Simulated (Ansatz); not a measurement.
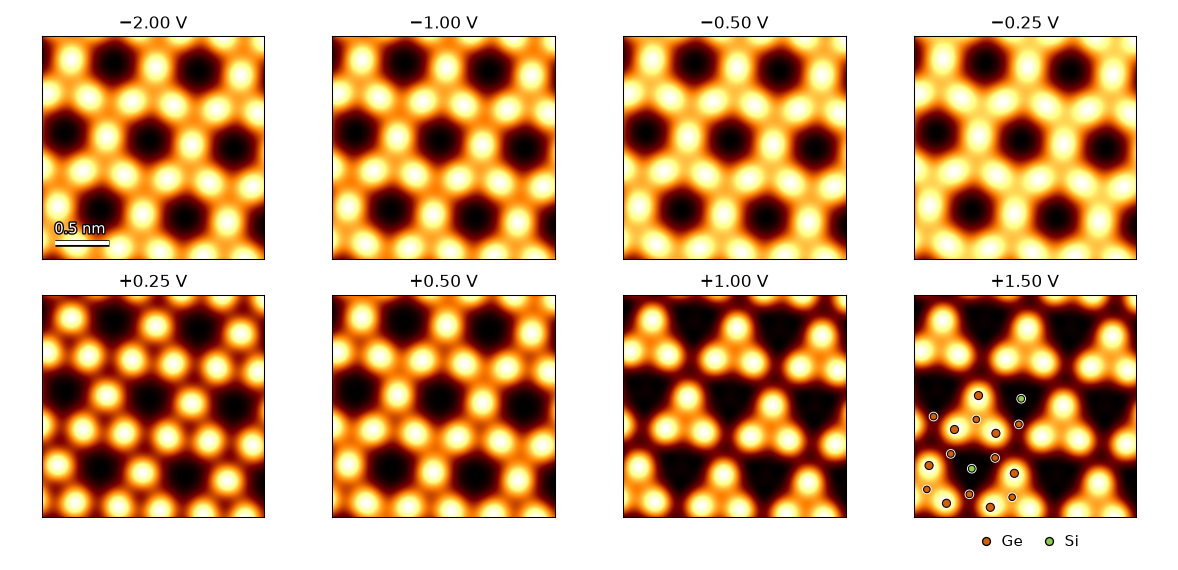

Constant-height images of Ge(001) (P6_3/mmc bulk, the cell from a database of computed structures, not from a measurement, 6 atomic planes (those closer than 0.6 Å count as one), 8 Å) with one Si in place of Ge in a 2 × 2 cell at 8 sample biases, each on its own colour scale; the last has the atoms seen from above drawn over one corner (deeper ones smaller).

Tersoff–Hamann simulation (s-wave tip); biases are sample biases. Bias windows are sharp sums over the levels of the k mesh.

Theory: Ansatz 0.2.0, DFT PBE, scalar-relativistic, plane waves, PAW. Cutoff 420 eV, 9 × 9 k-points, Gaussian smearing 0.1 eV, dipole correction. The slab is a cut without reconstruction beyond its cell, at the source's lattice constants, with its lower half held fixed and the rest relaxed. The defects repeat every 8.0 Å and interact, so states at the Fermi level and the work function belong to this dense array. This isn't the element's usual diamond form. No spin polarisation. The run couldn't confirm all of its levels under its output density.

### How do the images change with bias?

```json
{"bias": "−2.00 V", "height (Å)": "4.5", "bright/dark": "10", "brightest over": "top Ge atoms"}
{"bias": "−1.00 V", "height (Å)": "4.5", "bright/dark": "11", "brightest over": "top Ge atoms"}
{"bias": "−0.50 V", "height (Å)": "4.5", "bright/dark": "9", "brightest over": "top Ge atoms"}
{"bias": "−0.25 V", "height (Å)": "4.5", "bright/dark": "5.4", "brightest over": "top Ge atoms"}
{"bias": "+0.25 V", "height (Å)": "4.5", "bright/dark": "14", "brightest over": "top Ge atoms"}
{"bias": "+0.50 V", "height (Å)": "4.5", "bright/dark": "14", "brightest over": "top Ge atoms"}
{"bias": "+1.00 V", "height (Å)": "4.5", "bright/dark": "2.4", "brightest over": "top Ge atoms"}
{"bias": "+1.50 V", "height (Å)": "4.5", "bright/dark": "2.3", "brightest over": "top Ge atoms"}
```

The slab has states at the Fermi level, so this model gives a current down to small biases. Its work function (top face) is 4.72 eV.
